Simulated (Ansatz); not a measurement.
Band-structure calculation, with input and output: SnGe2

- system: SnGe2 (P-3m1, 6 atoms in the cell)
- method: DFT r2SCAN, scalar-relativistic, plane waves, PAW, no spin polarisation (Ansatz 0.2.0)

The structure was made by a generator, so it may or may not be a known phase. Figures and captions count atoms from 1; the log counts them from 0 in places.

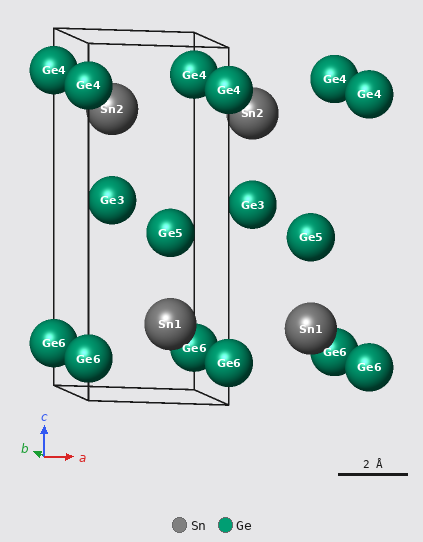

The structure as given in the input (spheres-only view of the cell of the calculation, repeated 2 × 1 × 1, seen slightly off an axis; atoms are numbered from 1 in the order of the input). An atom can appear more than once, as a periodic image.

Summary:

- outcome: converged
- space group (tolerance 0.01 Å): P-3m1 (164)
- electrons treated: 84
- free energy: −29288.5084 eV
- Fermi energy: 7.432 eV
- gap on the k-point mesh: none (metallic)
- pressure: −2.26 GPa
- largest force (length of the vector): 0.069 eV/Å
- hardware: 4 threads of Intel Xeon @ 2.50GHz (Skylake/Cascade Lake), 176 GiB of memory available, shared host
- wall time: 98 s (CPU time 6.2 min)
- peak memory: 1.6 GiB

The input:
```yaml
crystal:
  lattice:
    - [4.2927116019, 0.0, 0.0]
    - [-2.1463558009, 3.7175972984, 0.0]
    - [0.0, 0.0, 10.5483878]
  atoms:
    - { symbol: Sn, position: [0.6666666667, 0.3333333333, 0.208051] }
    - { symbol: Sn, position: [0.3333333333, 0.6666666667, 0.791949] }
    - { symbol: Ge, position: [0.3333333333, 0.6666666667, 0.536403] }
    - { symbol: Ge, position: [0.0, 0.0, 0.882099] }
    - { symbol: Ge, position: [0.6666666667, 0.3333333333, 0.463597] }
    - { symbol: Ge, position: [0.0, 0.0, 0.117901] }
basis:
  ecutwfc: 500
kpoints:
  mp_grid: { grid: [12, 12, 4] }
  band_path:
    path:
      - [[0.0, 0.0, 0.0], [0.5, 0.0, 0.0], [0.33333333, 0.33333333, 0.0], [0.0, 0.0, 0.0], [0.0, 0.0, 0.5], [0.5, 0.0, 0.5], [0.33333333, 0.33333333, 0.5], [0.0, 0.0, 0.5]]
      - [[0.5, 0.0, 0.5], [0.5, 0.0, 0.0]]
      - [[0.33333333, 0.33333333, 0.5], [0.33333333, 0.33333333, 0.0]]
    npoints: 14
hamiltonian:
  xc: r2scan
scf:
  occupations: { method: gaussian, width: 0.1 }
  n_extra_bands: 15
output:
  forces: true
  stress: true
  eigenvalues: true
  populations: true
  dos: { projected: true, de: 0.02, nscf_kmesh: { grid: [15, 15, 5] } }
  bader: true
```

Launched with:
```bash
ansatz run input.yaml --threads 4 --pin off --max-ram 8192MiB --backend cpu --events-out ev --progress --plain --runs-dir out
```

The program's output:
```
scf.n_extra_bands = 15 over 42 filled bands (N_el = 84.0): the run solves 57 bands
Engine: ansatz 0.2.0, x86_64-unknown-linux-gnu
Pseudopotentials: kind: paw
Pseudopotential: Sn, paw, valence charge 14, recommended cutoff 500 eV (meta_gga), Sn.paw.azcp
Pseudopotential: Ge, paw, valence charge 14, recommended cutoff 500 eV (meta_gga), Ge.paw.azcp
Functional definition: r2SCAN
  parameter k0 = 0.174
  parameter k1 = 0.065
  parameter a1 = 4.9479
  exchange = r2scan_x(k0 = k0, k1 = k1, a1 = a1)
  correlation = r2scan_c
Crystal: 6 atoms, lattice volume = 168.337 Å³
Basis set: ecut = 500 eV, 4269 PW (Γ), exchange–correlation on 128×128×320 points (64 copies of the dense FFT grid, shifted against one another)
Bands: 57, of which v1, the nominal top of the filled ones, is band 42 counted from 1 (41 counted from 0)
Symmetry: 12 space group operations
Space group: P-3m1 (ITA 164), of the structure as read, at distance tolerance 5.5e-5 Å
k-points: 69 of 576
Non-local potential: Sn, projectors of the file, l = 0: 2, l = 1: 2, l = 2: 2, l = 3: 2
Non-local potential: Ge, projectors of the file, l = 0: 2, l = 1: 2, l = 2: 3, l = 3: 1
PAW form: soft (Blöchl's): semilocal exchange-correlation on the pseudo side does not see the compensation charge
PAW frozen core: Sn, regenerated for the run's functional (the file was generated under x = pbe(κ = 0.804, μ = 0.2195149727645171), c = pbe(β = 0.06672455060314922))
PAW frozen core: Ge, regenerated for the run's functional (the file was generated under x = pbe(κ = 0.804, μ = 0.2195149727645171), c = pbe(β = 0.06672455060314922))
PAW one-centre angular grid: Sn, 590 points (default); XC on 249 of its mesh's 2787 points in the sphere
PAW one-centre angular grid: Ge, 590 points (default); XC on 160 Gauss nodes
Initial density: superposition of atomic densities (neutral atoms: chi_scale 0, normalization atom), corrected by the library's trained network
Initial wavefunctions: pseudopotential atomic-orbital guess
Functional: x = r2scan, c = r2scan; τ floored in thin density (d = 2e-4 eV/Å³)
SCF iter   1: F=—  HF=-29288.494527 eV  |F-HF|=—  |Δ(HF+E_count)|=         —  Δρ=5.65e-3  dr2=2.35e-2  dr2_τ=1.09e-2  ethr=1.77e-3  ⟨swp⟩=6.3  Hψ=15707  notcnv=0  defer=131
preconditioner: auto → LDOS  [metal: Δε(μ)=0.081 eV  Ē_g=23.772 eV  σ=0.100 eV  W_gap=0.38  n_scr=38 (ndim 8)  ℏωp=26.2 eV  f_vac=0.099  D(μ)=0.40/eV (n_scr^D=2)  β→1.0]
SCF iter   2: F=—  HF=-29288.531594 eV  |F-HF|=—  |Δ(HF+E_count)|=   3.71e-2  Δρ=3.77e-3  dr2=2.69e-2  dr2_τ=2.49e-4  ethr=2.79e-5  ⟨swp⟩=2.0  Hψ=7877  notcnv=0  defer=610
SCF iter   3: F=—  HF=-29288.509400 eV  |F-HF|=—  |Δ(HF+E_count)|=   2.22e-2  Δρ=6.53e-4  dr2=5.83e-3  dr2_τ=1.80e-5  ethr=2.79e-5  ⟨swp⟩=2.0  Hψ=6636  notcnv=0  defer=610
SCF iter   4: F=—  HF=-29288.508609 eV  |F-HF|=—  |Δ(HF+E_count)|=   7.91e-4  Δρ=3.44e-4  dr2=1.21e-3  dr2_τ=4.13e-6  ethr=6.94e-6  ⟨swp⟩=2.0  Hψ=4369  notcnv=0  defer=610
SCF iter   5: F=—  HF=-29288.508397 eV  |F-HF|=—  |Δ(HF+E_count)|=   2.12e-4  Δρ=9.26e-5  dr2=6.34e-5  dr2_τ=1.34e-7  ethr=1.44e-6  ⟨swp⟩=2.0  Hψ=3838  notcnv=0  defer=610
SCF iter   6: F=—  HF=-29288.508413 eV  |F-HF|=—  |Δ(HF+E_count)|=   1.61e-5  Δρ=2.24e-5  dr2=2.80e-6  dr2_τ=7.91e-9  ethr=7.54e-8  ⟨swp⟩=2.1  Hψ=4398  notcnv=0  defer=610
SCF iter   7: F=-29288.508413 eV  HF=-29288.508413 eV  |F-HF|=1.74e-9  |Δ(HF+E_count)|=   1.43e-7  Δρ=2.58e-6  dr2=1.45e-8  dr2_τ=4.94e-10  ethr=1.19e-10  ⟨swp⟩=10.8  Hψ=20721  notcnv=0
SCF 1 converged in 7 iterations: F = -29288.508413 eV  dr2 = 1.45e-8
  greatest PAW one-centre occupation: 0.998 electrons in one spin orbital (limit 2), on the Ge atom at site 4 (counted from 0), in its partial waves of l = 2
NSCF: frozen V_eff on 129 k-points
NSCF: frozen V_eff on 119 k-points
SCF converged after 7 iterations
Free energy (F): -29288.508413 eV
Harris-Foulkes:  -29288.508413 eV  (|F-HF|=1.74e-9)
Internal energy: -29288.506395 eV  (E = F + TS)
E sigma→0 (E₀):  -29288.507404 eV
Entropy (-TS):   -0.002018 eV (-0.336 meV/atom)
Fermi energy:    7.431703 eV
--- Per-component energies (eV) ---
  E_band       = -960.496752
  E_kinetic    = 812.975382
  E_local      = -12560.589649  (includes V_loc(G=0)·N_el)
  E_nonlocal   = 1611.735073
  E_hartree    = 5827.381290
  E_xc         = -1021.762606
  E_vxc        = -475.599166  (∫ρ·V_xc dr)
  E_paw        = -16456.691174  (= ΣΔE_a)
  E_vpaw       = -2032.284996  (= ΣTr[D̂ρ^β])
  E_aug_tail   = 0.000061  (compensation charges beyond the density's cutoff)
  E_vtau       = 28.506331  (kinetic-family band-sum trace: ∫τ·v_τ [+ j·A + Jᵃ·Aᵃ] dr)
  E_ewald      = -7498.682349
  E_core_change = -2.872423  (= ΣΔE_core)
  E_smearing   = -0.002018  (= −TS)
  E_closure    = -0.000000  (closes the sum)
  Σ components = -29288.508413   (vs F -29288.508413, Δ=0.00e0)
--- Forces (eV/Å), atoms counted from 1 ---
  atom   1  Sn     0.00000000    -0.00000000    -0.06858725
  atom   2  Sn    -0.00000000     0.00000000     0.06858725
  atom   3  Ge     0.00000000    -0.00000000     0.05226742
  atom   4  Ge     0.00000000    -0.00000000    -0.02462238
  atom   5  Ge    -0.00000000     0.00000000    -0.05226742
  atom   6  Ge    -0.00000000     0.00000000     0.02462238
  max |Σ_I F_I| component: 1.16e-17 eV/Å
--- Stress (GPa, compression-positive) ---
       -2.227391      -0.000000       0.000000
       -0.000000      -2.227391      -0.000000
        0.000000      -0.000000      -2.310646
  P = ⅓ Tr σ = -2.2551 GPa (-22.551 kbar)
--- Band table (eV; the first three rows and the last of 69) ---
  k-point 0: bands = ["-18.1314", "-18.1314", "-18.0852", "-18.0852", "-18.0644", "-18.0292", "-17.9746", "-17.9746", "-17.9600", "-17.9600", "-17.8410", "-17.7655", "-17.7655", "-17.7327", "-17.7327", "-17.7167", "-17.7167", "-17.6768", "-17.6768", "-17.6258", "-14.7625", "-14.7612", "-14.7556", "-14.7556", "-14.7543", "-14.7543", "-14.7161", "-14.7161", "-14.7155", "-14.7155", "-4.6990", "-3.8173", "-3.2268", "1.4189", "1.6975", "6.0865", "6.0865", "6.2524", "6.4065", "6.4065", "7.3198", "7.5460", "7.5460", "7.8666", "8.0284", "9.8652", "9.8652", "9.9571", "11.1121", "11.1121", "11.1978", "11.1978", "12.8673", "14.1421", "14.5016", "14.8225", "15.2005"]
  k-point 1: bands = ["-18.1314", "-18.1314", "-18.0852", "-18.0852", "-18.0643", "-18.0292", "-17.9746", "-17.9746", "-17.9601", "-17.9601", "-17.8410", "-17.7655", "-17.7655", "-17.7327", "-17.7327", "-17.7167", "-17.7167", "-17.6768", "-17.6768", "-17.6258", "-14.7623", "-14.7614", "-14.7556", "-14.7556", "-14.7543", "-14.7543", "-14.7161", "-14.7161", "-14.7155", "-14.7155", "-4.6262", "-4.0726", "-2.9608", "0.6136", "2.7791", "5.5378", "6.0311", "6.0311", "6.5279", "6.5279", "7.0381", "7.4280", "7.4280", "8.0000", "8.5553", "10.0448", "10.0448", "10.2033", "10.9928", "10.9928", "11.1883", "11.1883", "12.3857", "14.0489", "14.4411", "15.0680", "15.4868"]
  k-point 2: bands = ["-18.1314", "-18.1314", "-18.0852", "-18.0852", "-18.0644", "-18.0292", "-17.9746", "-17.9746", "-17.9600", "-17.9600", "-17.8410", "-17.7655", "-17.7655", "-17.7327", "-17.7327", "-17.7167", "-17.7167", "-17.6768", "-17.6768", "-17.6258", "-14.7620", "-14.7617", "-14.7556", "-14.7556", "-14.7543", "-14.7543", "-14.7160", "-14.7160", "-14.7156", "-14.7156", "-4.4511", "-4.3608", "-2.7525", "0.2286", "3.9269", "4.3983", "5.9925", "5.9925", "6.6556", "6.6556", "6.9813", "7.2914", "7.2914", "8.0326", "8.7987", "10.2907", "10.2907", "10.8026", "10.8026", "10.9041", "11.1768", "11.1768", "11.4803", "14.3010", "14.8046", "14.8581", "15.5202"]
  k-point 68: bands = ["-18.1674", "-18.1102", "-18.1102", "-18.0447", "-18.0347", "-18.0347", "-18.0134", "-17.9760", "-17.9760", "-17.9211", "-17.8417", "-17.7645", "-17.7645", "-17.7318", "-17.7318", "-17.7142", "-17.7142", "-17.6746", "-17.6746", "-17.6266", "-14.7711", "-14.7677", "-14.7434", "-14.7434", "-14.7425", "-14.7425", "-14.7197", "-14.7187", "-14.7170", "-14.7170", "-2.4104", "-1.9455", "-1.9455", "-0.3329", "0.1469", "0.1469", "3.5284", "3.8088", "3.8088", "4.6562", "4.8584", "4.8584", "10.1362", "10.1891", "10.1891", "10.7895", "11.0376", "11.0376", "12.5174", "12.5174", "13.1780", "13.1780", "13.6969", "13.7688", "14.9390", "15.2995", "15.2995"]
--- Löwdin populations: 6 sites ---
  site symbol       q [e]
     0     Sn     13.6887
     1     Sn     13.6887
     2     Ge     14.0425
     3     Ge     14.1996
     4     Ge     14.0425
     5     Ge     14.1996
  spilling = 0.001648 (of n_electrons = 84.000000)
--- Bader charges: 6 sites ---
  site symbol  charge [e]  shift [e]
     0     Sn      0.3453     0.0003
     1     Sn      0.3453     0.0003
     2     Ge     -0.0749     0.0000
     3     Ge     -0.2704     0.0003
     4     Ge     -0.0749     0.0000
     5     Ge     -0.2704     0.0003
  estimated error of the sums over rays = 2.6e-4 e
```

File bader_charges.tsv:
```
# site	symbol	x_ang	y_ang	z_ang	partial_charge_e	electrons	volume_ang3	relative_density_drop	shared_charge_e	partial_wave_shift_e
# quadrature_error_electrons = 2.6e-4
0	Sn	2.1464	1.2392	2.1946	0.34530	49.65470	29.70	-	0.34530	0.00031
1	Sn	0.0000	2.4784	8.3538	0.34531	49.65469	29.70	-	0.34531	0.00031
2	Ge	0.0000	2.4784	5.6582	-0.07487	32.07487	27.43	-	-0.07487	0.00003
3	Ge	0.0000	0.0000	9.3047	-0.27045	32.27045	27.04	-	-0.27045	0.00029
4	Ge	2.1464	1.2392	4.8902	-0.07486	32.07486	27.43	-	-0.07486	0.00003
5	Ge	0.0000	0.0000	1.2437	-0.27044	32.27044	27.04	-	-0.27044	0.00029
```

File populations.tsv:
```
# site	symbol	l	j	q
# orbitals = lowdin
# n_electrons = 84.000000
# spilling = 0.001648
0	Sn	0_5S	-	1.322077
0	Sn	1_5P	-	2.378175
0	Sn	2_4D	-	9.988431
1	Sn	0_5S	-	1.322077
1	Sn	1_5P	-	2.378175
1	Sn	2_4D	-	9.988431
2	Ge	0_4S	-	1.421138
2	Ge	1_4P	-	2.623779
2	Ge	2_3D	-	9.997583
3	Ge	0_4S	-	1.378157
3	Ge	1_4P	-	2.824419
3	Ge	2_3D	-	9.997005
4	Ge	0_4S	-	1.421138
4	Ge	1_4P	-	2.623779
4	Ge	2_3D	-	9.997583
5	Ge	0_4S	-	1.378157
5	Ge	1_4P	-	2.824419
5	Ge	2_3D	-	9.997005
```

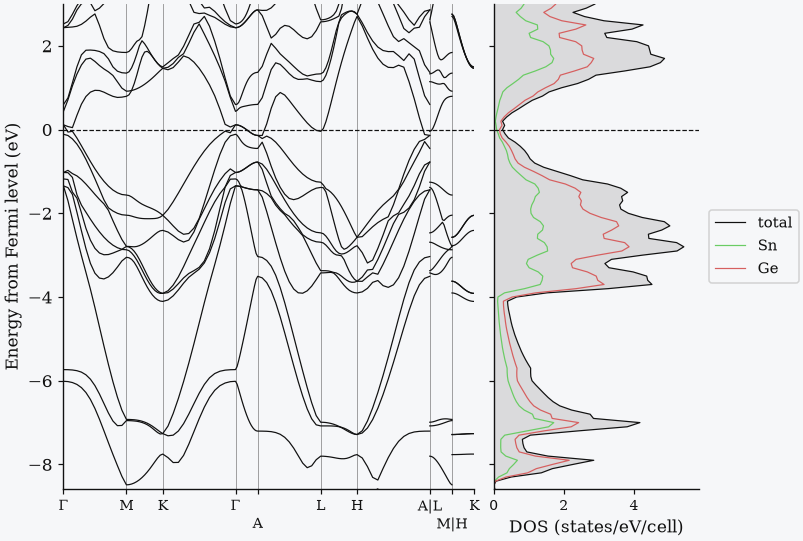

Band structure along Γ–M–K–Γ–A–L–H–A|L–M|H–K and density of states (projected on Löwdin-orthogonalised atomic shells), with energies from the Fermi level. Bands cross the Fermi level: a metal at this level of theory.

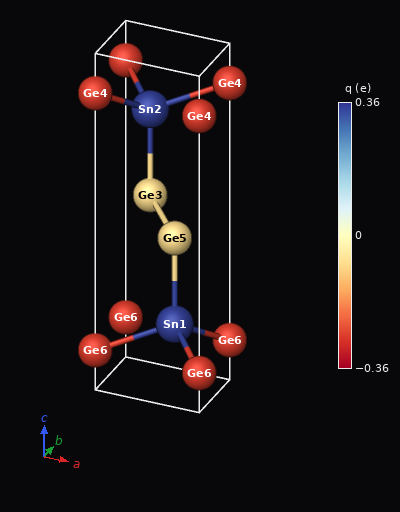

Bader charges, as the colour of each atom (ball-and-stick view of the cell of the calculation, seen slightly off an axis; atoms are numbered from 1 in the order of the input). By element: Sn +0.35 and Ge −0.27 to −0.07 e.
